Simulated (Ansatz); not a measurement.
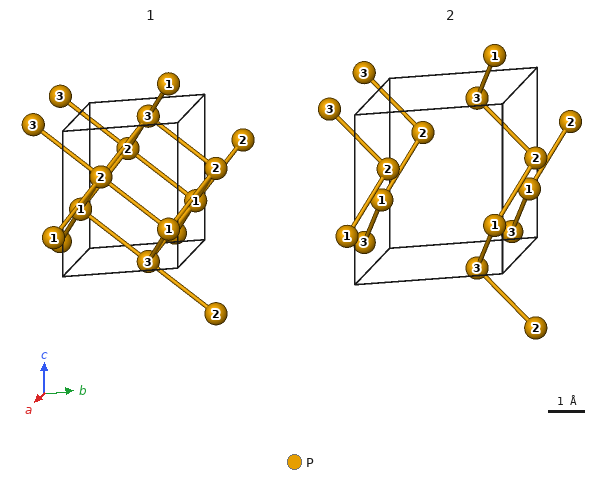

Two geometries of solid P (built on the trigonal selenium_152 type) (coarse preliminary run), drawn at one scale. One is the start of a relaxation, the other its converged end. A ball-and-stick model of the cell of the calculation, seen slightly off an axis.

Method: DFT PBE, scalar-relativistic, plane waves, PAW in Ansatz 0.2.0. Set-up: plane-wave cutoff 420 eV; k-point mesh 6 × 6 × 4; occupations gaussian; smearing width 0.1 eV; no spin polarisation; cell and atoms relaxed; force threshold 0.04 eV/Å; at most 70 steps.

### Which one is relaxed?

Structure 1 is the relaxed one. Case: trigonal selenium type (P3_121, No. 152). The largest moves relative to the cell, 0.37 Å, are those of P1, P2 and P3. P2 goes along +b. The drawn cell changes as follows: a = b 4.409 → 3.437 Å (−22.1 %), c 5.002 → 4.281 Å (−14.4 %); the volume changes by −48.0 %. Some distances before and after: P1–P2 3.469 → 2.444 Å, P1–P2 (another image) 2.396 → 2.444 Å. Bond angles that change, for instance: P2–P1–P3 103.1° → 90.7°. The space group (tolerance 0.01 Å) goes from P3_121 (No. 152) to R-3m (No. 166). Over 10 accepted moves (11 points after the start) the energy falls by 844 meV per atom. The largest force component goes from 1.8 to 0.00058 eV/Å. Pressure: −11.10 GPa at the start and 0.03 GPa at the end. The SCF was repeated once at an unchanged geometry on a basis and grid sized afresh for the cell, which shifted the energy by 0.4 meV per atom at most.
